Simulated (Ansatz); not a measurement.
System: Zr$_{2}$O.

The calculation's input:

```
crystal:
  lattice:
    - [5.4149104562, 0.0, 0.0]
    - [0.0, 5.4149104562, 0.0]
    - [0.0, 0.0, 3.2851915414]
  atoms:
    - { symbol: Zr, position: [0.2865141263, 0.2865141263, 0.0] }
    - { symbol: Zr, position: [0.2134858737, 0.7865141263, 0.5] }
    - { symbol: Zr, position: [0.7134858737, 0.7134858737, 0.0] }
    - { symbol: Zr, position: [0.7865141263, 0.2134858737, 0.5] }
    - { symbol: O, position: [0.0, 0.0, 0.0] }
    - { symbol: O, position: [0.5, 0.5, 0.5] }
basis:
  ecutwfc: 500
kpoints:
  mp_grid: { grid: [8, 8, 12] }
hamiltonian:
  xc: r2scan
scf:
  occupations: { method: gaussian, width: 0.1 }
output:
  forces: true
  stress: true
  eigenvalues: true
  write_density: true
  write_potential: true
  elf: true
  volumetric_format: npy
relax:
  adjacent_minimum: "off"
  f_tol: 0.01
  max_steps: 80
  cell: { stress_tol: 0.05 }
```

Command:

```sh
ansatz run input.yaml --threads 1 --pin off --max-ram 3072MiB --backend cpu --events-out ev --progress --plain --runs-dir out
```

Below, planes, directions and counts refer to the conventional cell (a = 5.41 Å, b = 5.41 Å, c = 3.29 Å, α = 90.00°, β = 90.00°, γ = 90.00°).

The fields are those of the run's last geometry, not of the input's.

Space group P4₂/mnm; started from the rutile_136 prototype, which need not be the ambient phase.

Level of theory: Ansatz, DFT r2SCAN, scalar-relativistic, plane waves, PAW.

What can the converged valence pseudo-density and electron localisation function tell about the bonding?

Zr–O (2.21 Å): ρ at the midpoint is about 0.48 e/Å³; the ELF peaks at about 0.80 in the valence shell of O, 0.6 Å from its nucleus, and drops to about 0.10 between the two atoms: no shared electron pair shows on this line.
The ELF has a maximum of about 0.75 in the space between the atoms, 1.9 Å from six O and Zr atoms, on no atom or two-centre bond.

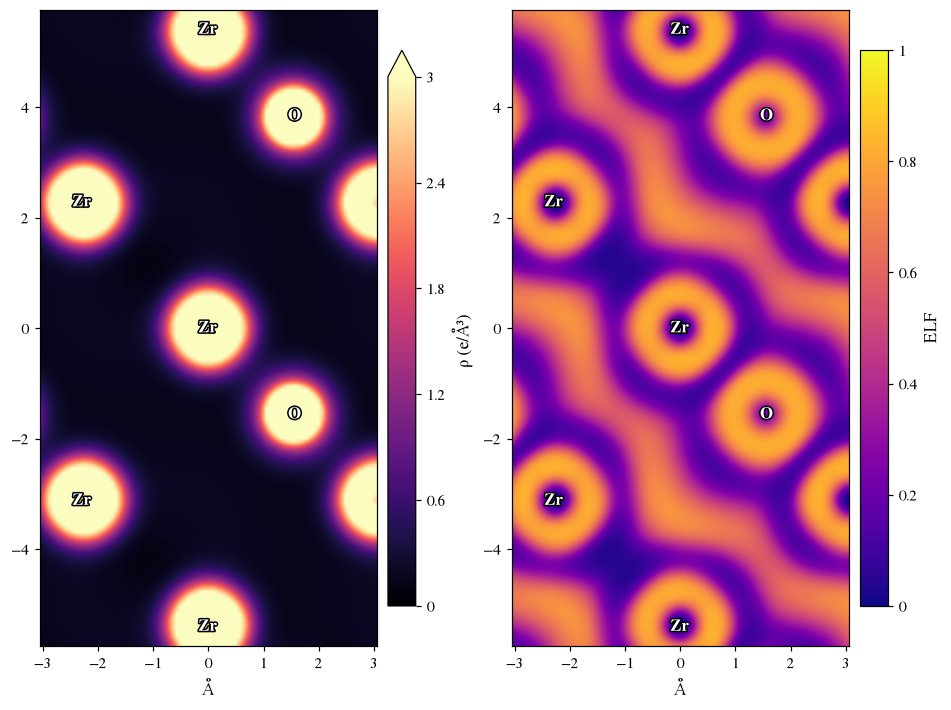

Computed valence pseudo-density and electron localisation function on the (001) plane of the conventional cell, in this order. 

Core electrons are frozen (PAW), and the valence fields are smoothed inside the atomic spheres.
